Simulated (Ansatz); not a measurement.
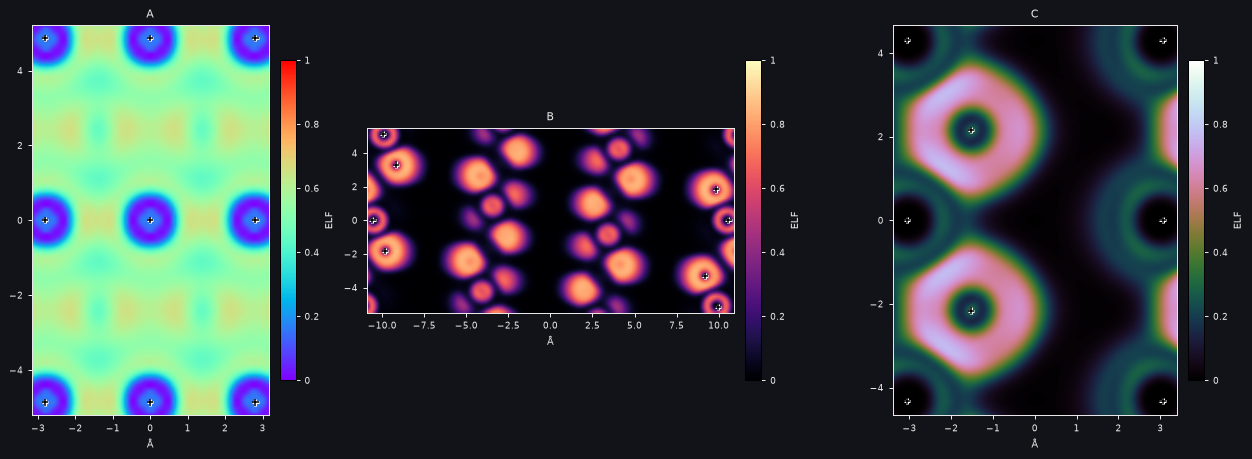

The electron localisation function of 3 systems, each on a plane through atoms (crosses mark nuclei in the plane).

Method: Ansatz 0.2.0, DFT r2SCAN, plane waves, PAW.

System 1: InAs, the (110) plane of the conventional cell. Space group F-43m.

```
In As
1.0
     6.10812    0.00000    0.00000
     0.00000    0.00000   -6.10812
     0.00000    6.10812    0.00000
In As
4 4
Direct
  0.50000 0.50000 0.00000
  0.00000 0.50000 0.50000
  0.00000 0.00000 0.00000
  0.50000 0.00000 0.50000
  0.25000 0.75000 0.25000
  0.75000 0.75000 0.75000
  0.75000 0.25000 0.25000
  0.25000 0.25000 0.75000
```

System 2: TiO$_{2}$, the (111) plane of the conventional cell. Space group R-3m; a structure from a database of computed crystals, not necessarily the ambient phase; computed without spin polarisation.

```yaml
crystal:
  lattice:
    - [2.99466, 0.00000, 0.00000]
    - [-1.49733, 2.59345, 0.00000]
    - [0.00000, 0.00000, 20.94463]
  atoms:
    - { symbol: Ti, position: [0.00000, 0.00000, 0.00000] }
    - { symbol: Ti, position: [0.66667, 0.33333, 0.33333] }
    - { symbol: Ti, position: [0.33333, 0.66667, 0.66667] }
    - { symbol: O, position: [0.33333, 0.66667, 0.28713] }
    - { symbol: O, position: [0.00000, 0.00000, 0.62047] }
    - { symbol: O, position: [0.66667, 0.33333, 0.95380] }
    - { symbol: O, position: [0.33333, 0.66667, 0.04620] }
    - { symbol: O, position: [0.00000, 0.00000, 0.37953] }
    - { symbol: O, position: [0.66667, 0.33333, 0.71287] }
```

System 3: Al, the (100) plane of the conventional cell. Space group P6₃/mmc; a structure from a database of computed crystals, not necessarily the ambient phase.

Q: Which map belongs to which system?

A: Panel A is system 3, Al: the plane holds Al. Al–Al (2.81 Å): the ELF peaks at about 0.65 between the atoms. Panel B is system 2, TiO$_{2}$: the plane holds Ti and O. Ti–O (1.98 Å): the ELF peaks at about 0.80 in the valence shell of O, 0.6 Å from its nucleus, and is about 0.20 at the midpoint: no localised pair shows between them. Panel C is system 1, InAs: the plane holds In and As. In–As (2.64 Å): the ELF peaks at about 0.75 between the atoms: a covalent bond.
